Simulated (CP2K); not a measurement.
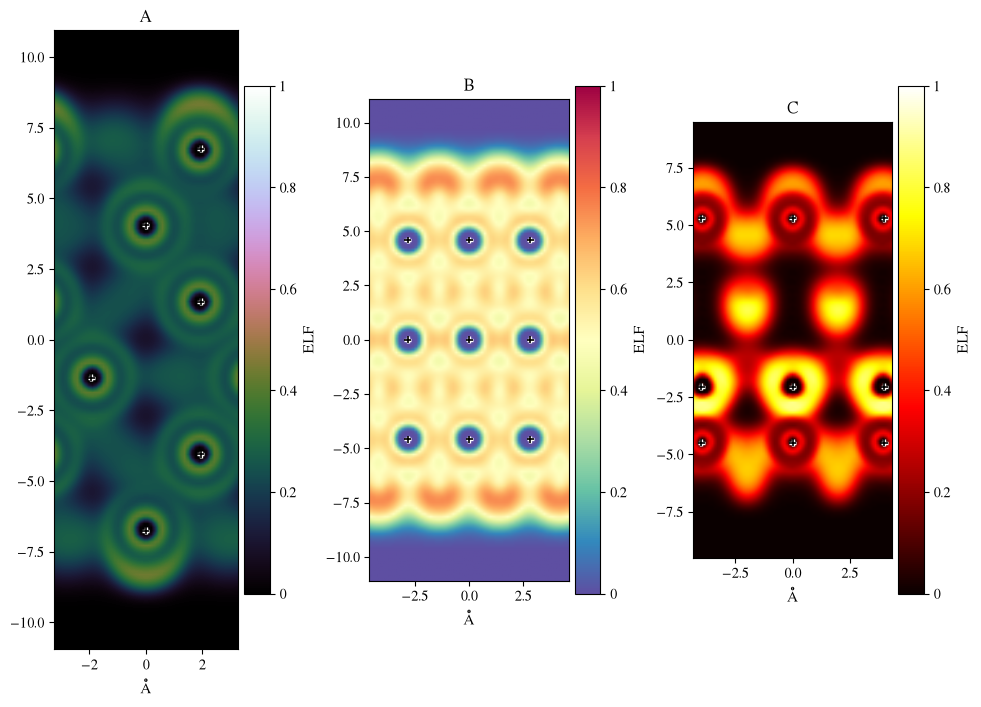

The ELF of 3 systems, each on a plane through atoms (crosses mark nuclei in the plane).

All numbers below come from Kohn-Sham DFT of a periodic cell, PBE, GTH-PBE with UZH-TZVP basis (CP2K 2026.2).

System 1: In (slab), the (110) plane of the calculation cell, a cut from vacuum to vacuum. 

```
In
1.0
     3.36384    0.00000    0.00000
    -1.68192    2.91317    0.00000
     0.00000    0.00000   28.49964
In
6
Direct
  0.66667 0.33333 0.26316
  0.00000 0.00000 0.35790
  0.33333 0.66667 0.45263
  0.00000 0.00000 0.54737
  0.66667 0.33333 0.64210
  0.00000 0.00000 0.73684
```

System 2: GaAs (slab), the (010) plane of the calculation cell, a cut from vacuum to vacuum. Not relaxed (largest force 0.7 eV/Å).

```xyz
8
Lattice="3.9978 0.0000 0.0000 -1.9989 3.4622 0.0000 0.0000 0.0000 25.6085" Properties=species:S:1:pos:R:3 pbc="T T T"
As    0.0000    0.0000    7.5000
Ga    0.0000    2.3081    8.3161
As    0.0000    2.3081   10.7643
Ga    1.9989    1.1540   11.5802
As    1.9989    1.1540   14.0284
Ga    0.0000    0.0000   14.8442
As    0.0000    0.0000   17.2924
Ga    0.0000    2.3081   18.1086
```

System 3: Al (slab), the (11̄0) plane of the calculation cell, a cut from vacuum to vacuum. 

```
Al
1.0
     2.82708    0.00000    0.00000
    -1.41354    2.44832    0.00000
     0.00000    0.00000   28.77899
Al
7
Direct
  0.33333 0.66667 0.26061
  0.00000 0.00000 0.34040
  0.66667 0.33333 0.42020
  0.00000 0.00000 0.50000
  0.33333 0.66667 0.57980
  0.00000 0.00000 0.65960
  0.66667 0.33333 0.73939
```

### Which map belongs to which system?

Panel A is system 1, In: the plane holds In. In–In (3.33 Å): the ELF is about 0.25 at the midpoint; no localised pair shows between them. Panel B is system 3, Al: the plane holds Al. Al–Al (2.83 Å): the ELF peaks at about 0.60 between the atoms. Panel C is system 2, GaAs: the plane holds Ga and As. Ga–As (2.45 Å): the ELF is about 0.70 at the midpoint.
